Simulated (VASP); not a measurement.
# Single-point calculation of LiH

The run: single-point calculation of LiH (P1, 2 atoms in the cell). Method and program: DFT, plane waves, PAW, settings varied from a PBE run (VASP 6.6.1).

The structure was built on a prototype by a generator.

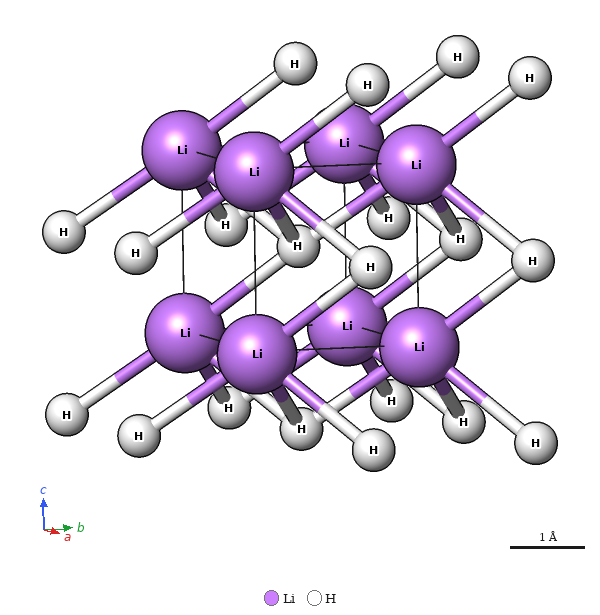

The structure (ball-and-stick view of the cell of the calculation, set on other vectors, seen slightly off an axis; neighbours outside the cell are drawn fainter). An atom can appear more than once, as a periodic image.

Summary

```csv
quantity,value
outcome,converged
space group (tolerance 0.01 Å),P1 (1)
electrons treated,4
free energy,−5.6612 eV
Fermi energy,3.886 eV
band gap,0.78 eV
pressure,0.67 GPa
largest force (length of the vector),0.005 eV/Å
hardware,"1 CPU thread, shared host"
wall time,6.1 s
peak memory,0.13 GiB
```

Settings chosen away from the usual ones: NBANDS changed; BMIX = 3.0.

INCAR
```
ENCUT = 520.000000
SIGMA = 0.020000
EDIFF = 1.00e-07
GGA = PE
PREC = Accurate
IBRION = -1
ISIF = 2
ISMEAR = -1
NELM = 120
NSW = 0
LASPH = .TRUE.
LCHARG = .FALSE.
LWAVE = .FALSE.
LREAL = .FALSE.
NBANDS = 3
BMIX = 3.0
```

KPOINTS
```
KPOINTS created by Atomic Simulation Environment
0
Gamma
8 8 8
0 0 0
```

POSCAR
```
Li H
 1.0000000000000000
     2.5091000000000001    0.0855000000000000   -0.0250000000000000
     0.0855000000000000    2.4590999999999998    0.0516000000000000
    -0.0250000000000000    0.0516000000000000    2.5121000000000002
 Li  H
   1   1
Cartesian
 -0.0094626700000000  0.0687763500000000  2.4743886500000003
  1.2629678700000002  1.3044789900000000  1.2697196400000001
```

Launch command:
```bash
mpirun -np 1 vasp_std
```

OSZICAR
```
N       E                     dE             d eps       ncg     rms          rms(c)
DAV:   1     0.378395656703E+01    0.37840E+01   -0.13297E+03  1569   0.120E+03
DAV:   2    -0.537218017737E+01   -0.91561E+01   -0.81205E+01  1935   0.147E+02
DAV:   3    -0.591063644027E+01   -0.53846E+00   -0.53846E+00  2334   0.355E+01
DAV:   4    -0.592865125049E+01   -0.18015E-01   -0.18015E-01  2091   0.644E+00
DAV:   5    -0.592885929297E+01   -0.20804E-03   -0.20804E-03  2370   0.610E-01    0.283E+00
DAV:   6    -0.580792839442E+01    0.12093E+00   -0.40436E-02  1692   0.176E+00    0.200E+00
DAV:   7    -0.565238342644E+01    0.15554E+00   -0.37786E-01  1665   0.556E+00    0.633E-01
DAV:   8    -0.566165348348E+01   -0.92701E-02   -0.45454E-02  2256   0.280E+00    0.205E-01
DAV:   9    -0.566084753714E+01    0.80595E-03   -0.36960E-03  1797   0.621E-01    0.818E-02
DAV:  10    -0.566119279529E+01   -0.34526E-03   -0.52103E-04  1908   0.357E-01    0.189E-02
DAV:  11    -0.566120145153E+01   -0.86562E-05   -0.27358E-05  1896   0.866E-02    0.888E-03
DAV:  12    -0.566120046684E+01    0.98469E-06   -0.36930E-06  1836   0.371E-02    0.170E-03
DAV:  13    -0.566120079640E+01   -0.32957E-06   -0.36460E-07  2124   0.104E-02    0.111E-03
DAV:  14    -0.566120091929E+01   -0.12288E-06   -0.82617E-08   849   0.516E-03    0.712E-04
DAV:  15    -0.566120086665E+01    0.52639E-07   -0.25171E-08   828   0.225E-03
   1 F= -.56612009E+01 E0= -.56612009E+01  d E =-.130631E-10
```

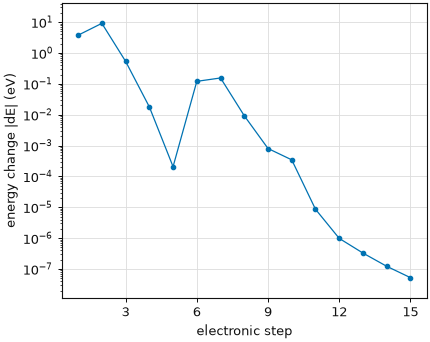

Convergence of the self-consistent field: energy change |dE| against the electronic step. It takes 15 electronic steps. The density is held fixed in the first few steps, and dE rises again when its update begins.

Parts of OUTCAR
```
k-points           NKPTS =    260   k-points in BZ     NKDIM =    260   number of bands    NBANDS=      3

   NELECT =       4.0000    total number of electrons

   dimension x,y,z NGX =    20 NGY =   18 NGZ =   20
   dimension x,y,z NGXF=    40 NGYF=   36 NGZF=   40

  energy-cutoff  :      520.00
  volume of cell :       15.47
      direct lattice vectors                 reciprocal lattice vectors
     2.509100000  0.085500000 -0.025000000     0.399067562 -0.013964460  0.004258292
     0.085500000  2.459100000  0.051600000    -0.013964460  0.407316842 -0.008505498
    -0.025000000  0.051600000  2.512100000     0.004258292 -0.008505498  0.398290411

 k-points in reciprocal lattice and weights: KPOINTS created by Atomic Simulation Env
   0.00000000  0.00000000  0.00000000       0.002
   0.12500000 -0.00000000 -0.00000000       0.004
   0.25000000 -0.00000000 -0.00000000       0.004
   0.37500000  0.00000000  0.00000000       0.004
   0.50000000 -0.00000000 -0.00000000       0.002
  -0.00000000  0.12500000  0.00000000       0.004
   0.12500000  0.12500000 -0.00000000       0.004
   0.25000000  0.12500000 -0.00000000       0.004
   0.37500000  0.12500000 -0.00000000       0.004
   0.50000000  0.12500000 -0.00000000       0.004
  -0.37500000  0.12500000  0.00000000       0.004
  -0.25000000  0.12500000  0.00000000       0.004
  -0.12500000  0.12500000  0.00000000       0.004
  -0.00000000  0.25000000  0.00000000       0.004
   0.12500000  0.25000000  0.00000000       0.004
   0.25000000  0.25000000 -0.00000000       0.004
   0.37500000  0.25000000 -0.00000000       0.004
   0.50000000  0.25000000 -0.00000000       0.004
  -0.37500000  0.25000000  0.00000000       0.004
  -0.25000000  0.25000000  0.00000000       0.004
  -0.12500000  0.25000000  0.00000000       0.004
  -0.00000000  0.37500000  0.00000000       0.004
   0.12500000  0.37500000  0.00000000       0.004
   0.25000000  0.37500000  0.00000000       0.004
   0.37500000  0.37500000  0.00000000       0.004
   0.50000000  0.37500000 -0.00000000       0.004
  -0.37500000  0.37500000  0.00000000       0.004
  -0.25000000  0.37500000  0.00000000       0.004
  -0.12500000  0.37500000  0.00000000       0.004
  -0.00000000  0.50000000  0.00000000       0.002
   0.12500000  0.50000000  0.00000000       0.004
   0.25000000  0.50000000  0.00000000       0.004
   0.37500000  0.50000000  0.00000000       0.004
   0.50000000  0.50000000 -0.00000000       0.002
   0.00000000  0.00000000  0.12500000       0.004
   0.12500000  0.00000000  0.12500000       0.004
   0.25000000 -0.00000000  0.12500000       0.004
   0.37500000  0.00000000  0.12500000       0.004
   0.50000000 -0.00000000  0.12500000       0.004
  -0.37500000 -0.00000000  0.12500000       0.004
  -0.25000000 -0.00000000  0.12500000       0.004
  -0.12500000 -0.00000000  0.12500000       0.004
  -0.00000000  0.12500000  0.12500000       0.004
   0.12500000  0.12500000  0.12500000       0.004
   0.25000000  0.12500000  0.12500000       0.004
   0.37500000  0.12500000  0.12500000       0.004
   0.50000000  0.12500000  0.12500000       0.004
  -0.37500000  0.12500000  0.12500000       0.004
  -0.25000000  0.12500000  0.12500000       0.004
  -0.12500000  0.12500000  0.12500000       0.004
  -0.00000000  0.25000000  0.12500000       0.004
   0.12500000  0.25000000  0.12500000       0.004
   0.25000000  0.25000000  0.12500000       0.004
   0.37500000  0.25000000  0.12500000       0.004
   0.50000000  0.25000000  0.12500000       0.004
  -0.37500000  0.25000000  0.12500000       0.004
  -0.25000000  0.25000000  0.12500000       0.004
  -0.12500000  0.25000000  0.12500000       0.004
  -0.00000000  0.37500000  0.12500000       0.004
   0.12500000  0.37500000  0.12500000       0.004
   0.25000000  0.37500000  0.12500000       0.004
   0.37500000  0.37500000  0.12500000       0.004
   0.50000000  0.37500000  0.12500000       0.004
  -0.37500000  0.37500000  0.12500000       0.004
  -0.25000000  0.37500000  0.12500000       0.004
  -0.12500000  0.37500000  0.12500000       0.004
  -0.00000000  0.50000000  0.12500000       0.004
   0.12500000  0.50000000  0.12500000       0.004
   0.25000000  0.50000000  0.12500000       0.004
   0.37500000  0.50000000  0.12500000       0.004
   0.50000000  0.50000000  0.12500000       0.004
  -0.37500000  0.50000000  0.12500000       0.004
  -0.25000000  0.50000000  0.12500000       0.004
  -0.12500000  0.50000000  0.12500000       0.004
   0.00000000 -0.37500000  0.12500000       0.004
   0.12500000 -0.37500000  0.12500000       0.004
   0.25000000 -0.37500000  0.12500000       0.004
   0.37500000 -0.37500000  0.12500000       0.004
   0.50000000 -0.37500000  0.12500000       0.004
  -0.37500000 -0.37500000  0.12500000       0.004
  -0.25000000 -0.37500000  0.12500000       0.004
  -0.12500000 -0.37500000  0.12500000       0.004
   0.00000000 -0.25000000  0.12500000       0.004
   0.12500000 -0.25000000  0.12500000       0.004
   0.25000000 -0.25000000  0.12500000       0.004
   0.37500000 -0.25000000  0.12500000       0.004
   0.50000000 -0.25000000  0.12500000       0.004
  -0.37500000 -0.25000000  0.12500000       0.004
  -0.25000000 -0.25000000  0.12500000       0.004
  -0.12500000 -0.25000000  0.12500000       0.004
   0.00000000 -0.12500000  0.12500000       0.004
   0.12500000 -0.12500000  0.12500000       0.004
   0.25000000 -0.12500000  0.12500000       0.004
   0.37500000 -0.12500000  0.12500000       0.004
   0.50000000 -0.12500000  0.12500000       0.004
  -0.37500000 -0.12500000  0.12500000       0.004
  -0.25000000 -0.12500000  0.12500000       0.004
  -0.12500000 -0.12500000  0.12500000       0.004
   0.00000000  0.00000000  0.25000000       0.004
   0.12500000  0.00000000  0.25000000       0.004
   0.25000000  0.00000000  0.25000000       0.004
   0.37500000  0.00000000  0.25000000       0.004
   0.50000000 -0.00000000  0.25000000       0.004
  -0.37500000 -0.00000000  0.25000000       0.004
  -0.25000000 -0.00000000  0.25000000       0.004
  -0.12500000  0.00000000  0.25000000       0.004
  -0.00000000  0.12500000  0.25000000       0.004
   0.12500000  0.12500000  0.25000000       0.004
   0.25000000  0.12500000  0.25000000       0.004
   0.37500000  0.12500000  0.25000000       0.004
   0.50000000  0.12500000  0.25000000       0.004
  -0.37500000  0.12500000  0.25000000       0.004
  -0.25000000  0.12500000  0.25000000       0.004
  -0.12500000  0.12500000  0.25000000       0.004
  -0.00000000  0.25000000  0.25000000       0.004
   0.12500000  0.25000000  0.25000000       0.004
   0.25000000  0.25000000  0.25000000       0.004
   0.37500000  0.25000000  0.25000000       0.004
   0.50000000  0.25000000  0.25000000       0.004
  -0.37500000  0.25000000  0.25000000       0.004
  -0.25000000  0.25000000  0.25000000       0.004
  -0.12500000  0.25000000  0.25000000       0.004
  -0.00000000  0.37500000  0.25000000       0.004
   0.12500000  0.37500000  0.25000000       0.004
   0.25000000  0.37500000  0.25000000       0.004
   0.37500000  0.37500000  0.25000000       0.004
   0.50000000  0.37500000  0.25000000       0.004
  -0.37500000  0.37500000  0.25000000       0.004
  -0.25000000  0.37500000  0.25000000       0.004
  -0.12500000  0.37500000  0.25000000       0.004
  -0.00000000  0.50000000  0.25000000       0.004
   0.12500000  0.50000000  0.25000000       0.004
   0.25000000  0.50000000  0.25000000       0.004
   0.37500000  0.50000000  0.25000000       0.004
   0.50000000  0.50000000  0.25000000       0.004
  -0.37500000  0.50000000  0.25000000       0.004
  -0.25000000  0.50000000  0.25000000       0.004
  -0.12500000  0.50000000  0.25000000       0.004
   0.00000000 -0.37500000  0.25000000       0.004
   0.12500000 -0.37500000  0.25000000       0.004
   0.25000000 -0.37500000  0.25000000       0.004
   0.37500000 -0.37500000  0.25000000       0.004
   0.50000000 -0.37500000  0.25000000       0.004
  -0.37500000 -0.37500000  0.25000000       0.004
  -0.25000000 -0.37500000  0.25000000       0.004
  -0.12500000 -0.37500000  0.25000000       0.004
   0.00000000 -0.25000000  0.25000000       0.004
   0.12500000 -0.25000000  0.25000000       0.004
   0.25000000 -0.25000000  0.25000000       0.004
   0.37500000 -0.25000000  0.25000000       0.004
   0.50000000 -0.25000000  0.25000000       0.004
  -0.37500000 -0.25000000  0.25000000       0.004
  -0.25000000 -0.25000000  0.25000000       0.004
  -0.12500000 -0.25000000  0.25000000       0.004
   0.00000000 -0.12500000  0.25000000       0.004
   0.12500000 -0.12500000  0.25000000       0.004
   0.25000000 -0.12500000  0.25000000       0.004
   0.37500000 -0.12500000  0.25000000       0.004
   0.50000000 -0.12500000  0.25000000       0.004
  -0.37500000 -0.12500000  0.25000000       0.004
  -0.25000000 -0.12500000  0.25000000       0.004
  -0.12500000 -0.12500000  0.25000000       0.004
   0.00000000 -0.00000000  0.37500000       0.004
   0.12500000  0.00000000  0.37500000       0.004
   0.25000000 -0.00000000  0.37500000       0.004
   0.37500000  0.00000000  0.37500000       0.004
   0.50000000  0.00000000  0.37500000       0.004
  -0.37500000 -0.00000000  0.37500000       0.004
  -0.25000000 -0.00000000  0.37500000       0.004
  -0.12500000 -0.00000000  0.37500000       0.004
  -0.00000000  0.12500000  0.37500000       0.004
   0.12500000  0.12500000  0.37500000       0.004
   0.25000000  0.12500000  0.37500000       0.004
   0.37500000  0.12500000  0.37500000       0.004
   0.50000000  0.12500000  0.37500000       0.004
  -0.37500000  0.12500000  0.37500000       0.004
  -0.25000000  0.12500000  0.37500000       0.004
  -0.12500000  0.12500000  0.37500000       0.004
  -0.00000000  0.25000000  0.37500000       0.004
   0.12500000  0.25000000  0.37500000       0.004
   0.25000000  0.25000000  0.37500000       0.004
   0.37500000  0.25000000  0.37500000       0.004
   0.50000000  0.25000000  0.37500000       0.004
  -0.37500000  0.25000000  0.37500000       0.004
  -0.25000000  0.25000000  0.37500000       0.004
  -0.12500000  0.25000000  0.37500000       0.004
  -0.00000000  0.37500000  0.37500000       0.004
   0.12500000  0.37500000  0.37500000       0.004
   0.25000000  0.37500000  0.37500000       0.004
   0.37500000  0.37500000  0.37500000       0.004
   0.50000000  0.37500000  0.37500000       0.004
  -0.37500000  0.37500000  0.37500000       0.004
  -0.25000000  0.37500000  0.37500000       0.004
  -0.12500000  0.37500000  0.37500000       0.004
  -0.00000000  0.50000000  0.37500000       0.004
   0.12500000  0.50000000  0.37500000       0.004
   0.25000000  0.50000000  0.37500000       0.004
   0.37500000  0.50000000  0.37500000       0.004
   0.50000000  0.50000000  0.37500000       0.004
  -0.37500000  0.50000000  0.37500000       0.004
  -0.25000000  0.50000000  0.37500000       0.004
  -0.12500000  0.50000000  0.37500000       0.004
   0.00000000 -0.37500000  0.37500000       0.004
   0.12500000 -0.37500000  0.37500000       0.004
   0.25000000 -0.37500000  0.37500000       0.004
   0.37500000 -0.37500000  0.37500000       0.004
   0.50000000 -0.37500000  0.37500000       0.004
  -0.37500000 -0.37500000  0.37500000       0.004
  -0.25000000 -0.37500000  0.37500000       0.004
  -0.12500000 -0.37500000  0.37500000       0.004
   0.00000000 -0.25000000  0.37500000       0.004
   0.12500000 -0.25000000  0.37500000       0.004
   0.25000000 -0.25000000  0.37500000       0.004
   0.37500000 -0.25000000  0.37500000       0.004
   0.50000000 -0.25000000  0.37500000       0.004
  -0.37500000 -0.25000000  0.37500000       0.004
  -0.25000000 -0.25000000  0.37500000       0.004
  -0.12500000 -0.25000000  0.37500000       0.004
   0.00000000 -0.12500000  0.37500000       0.004
   0.12500000 -0.12500000  0.37500000       0.004
   0.25000000 -0.12500000  0.37500000       0.004
   0.37500000 -0.12500000  0.37500000       0.004
   0.50000000 -0.12500000  0.37500000       0.004
  -0.37500000 -0.12500000  0.37500000       0.004
  -0.25000000 -0.12500000  0.37500000       0.004
  -0.12500000 -0.12500000  0.37500000       0.004
   0.00000000  0.00000000  0.50000000       0.002
   0.12500000 -0.00000000  0.50000000       0.004
   0.25000000  0.00000000  0.50000000       0.004
   0.37500000  0.00000000  0.50000000       0.004
   0.50000000  0.00000000  0.50000000       0.002
  -0.00000000  0.12500000  0.50000000       0.004
   0.12500000  0.12500000  0.50000000       0.004
   0.25000000  0.12500000  0.50000000       0.004
   0.37500000  0.12500000  0.50000000       0.004
   0.50000000  0.12500000  0.50000000       0.004
  -0.37500000  0.12500000  0.50000000       0.004
  -0.25000000  0.12500000  0.50000000       0.004
  -0.12500000  0.12500000  0.50000000       0.004
  -0.00000000  0.25000000  0.50000000       0.004
   0.12500000  0.25000000  0.50000000       0.004
   0.25000000  0.25000000  0.50000000       0.004
   0.37500000  0.25000000  0.50000000       0.004
   0.50000000  0.25000000  0.50000000       0.004
  -0.37500000  0.25000000  0.50000000       0.004
  -0.25000000  0.25000000  0.50000000       0.004
  -0.12500000  0.25000000  0.50000000       0.004
  -0.00000000  0.37500000  0.50000000       0.004
   0.12500000  0.37500000  0.50000000       0.004
   0.25000000  0.37500000  0.50000000       0.004
   0.37500000  0.37500000  0.50000000       0.004
   0.50000000  0.37500000  0.50000000       0.004
  -0.37500000  0.37500000  0.50000000       0.004
  -0.25000000  0.37500000  0.50000000       0.004
  -0.12500000  0.37500000  0.50000000       0.004
  -0.00000000  0.50000000  0.50000000       0.002
   0.12500000  0.50000000  0.50000000       0.004
   0.25000000  0.50000000  0.50000000       0.004
   0.37500000  0.50000000  0.50000000       0.004
   0.50000000  0.50000000  0.50000000       0.002

 E-fermi :   3.8859

 k-point     1 :       0.0000    0.0000    0.0000
  band No.  band energies     occupation
      1     -44.4950      2.00000
      2      -5.2718      2.00000
      3      15.2404      0.00000

 k-point     2 :       0.1250   -0.0000   -0.0000
  band No.  band energies     occupation
      1     -44.4873      2.00000
      2      -5.0407      2.00000
      3      11.8956      0.00000

 k-point     3 :       0.2500   -0.0000   -0.0000
  band No.  band energies     occupation
      1     -44.4687      2.00000
      2      -4.3939      2.00000
      3       8.1504      0.00000

 k-point     4 :       0.3750    0.0000    0.0000
  band No.  band energies     occupation
      1     -44.4500      2.00000
      2      -3.5425      2.00000
      3       5.4057      0.00000

 k-point     5 :       0.5000   -0.0000   -0.0000
  band No.  band energies     occupation
      1     -44.4424      2.00000
      2      -3.0772      2.00000
      3       4.3074      0.00000

 [... the levels of 254 k-points are left out ...]

 k-point   260 :       0.5000    0.5000    0.5000
  band No.  band energies     occupation
      1     -44.3445      2.00000
      2       3.5031      2.00000
      3       9.3871      0.00000

  Total       -0.0658480      0.3565122     -0.0973924      0.1304486      0.0682793     -0.0121804
  in kB       -6.8182645     36.9152249    -10.0845436     13.5073623      7.0700077     -1.2612264
  external PRESSURE =       6.6708056 kB  Pullay stress =       0.0000000 kB

 POSITION                                       TOTAL-FORCE (eV/Angst)
 -----------------------------------------------------------------------------------
     -0.00946      0.06878      2.47439         0.003789      0.000882      0.002665
      1.26297      1.30448      1.26972        -0.003789     -0.000882     -0.002665
 -----------------------------------------------------------------------------------
    total drift:                               -0.000311     -0.000292     -0.000114

  FREE ENERGIE OF THE ION-ELECTRON SYSTEM (eV)
  ---------------------------------------------------
  free  energy   TOTEN  =        -5.6612008666 eV

  energy  without entropy=       -5.6612008666  energy(sigma->0) =       -5.66120087
```
